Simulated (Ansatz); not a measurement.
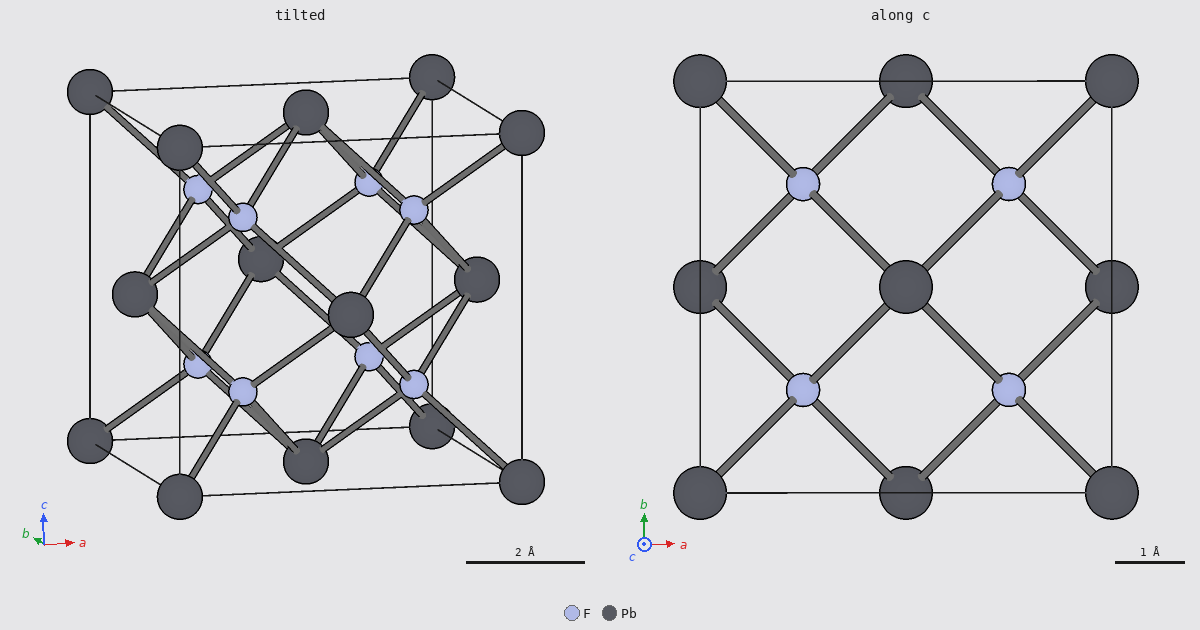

Figure: ball-and-stick view slightly off an axis and along the c axis. The edges of the drawn cell (a repeat of the simulation cell) are marked. Cell: a = 6.00 Å, b = 6.00 Å, c = 6.00 Å, α = 89.97°, β = 89.97°, γ = 89.97°.

Provenance: a structure type filled with these elements by a generator (whether the compound takes this form wasn't checked). Earlier steps of the study, as a rule a relaxation of our own, may have changed the cell and positions, so they can lie some per cent off the listed ones. It went into a calculation with Ansatz.

State composition, symmetry and coordination.

Its composition is PbF2. Within 0.01 Å the space group is Fm-3m (No. 225), face-centred cubic: fluorite (CaF₂ type). Cell content 4 Pb, 8 F; Z = 4.

Setup: Ansatz 0.2.0, DFT PBE, scalar-relativistic, plane waves, PAW; a kinetic-energy cutoff of 420 eV, k-points about 0.18 Å⁻¹ apart, Gaussian smearing of 0.05 eV, no spin polarisation.

Metal or not?

An insulator at this level, with a gap of 4.42 eV, indirect.

State the Bader charges by element.

Pb +1.58 e; F -0.79 e.

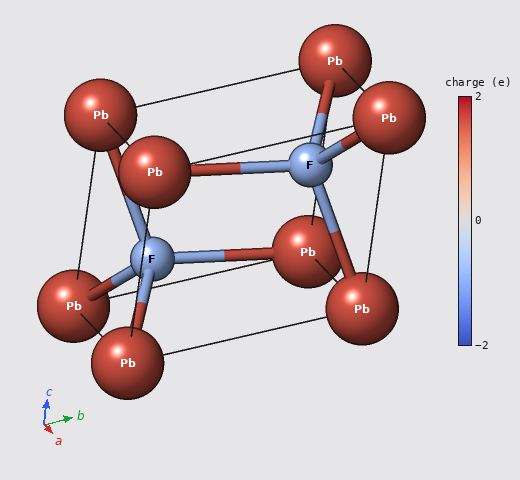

The atoms coloured by those charges. The run's cell of 3 atoms is drawn in a reduced setting, so axes and origin can differ from the first picture.

Is the structure in equilibrium?

Yes. All forces vanish to within 0.01 eV/Å. The pressure is 0.0 GPa, close to zero.
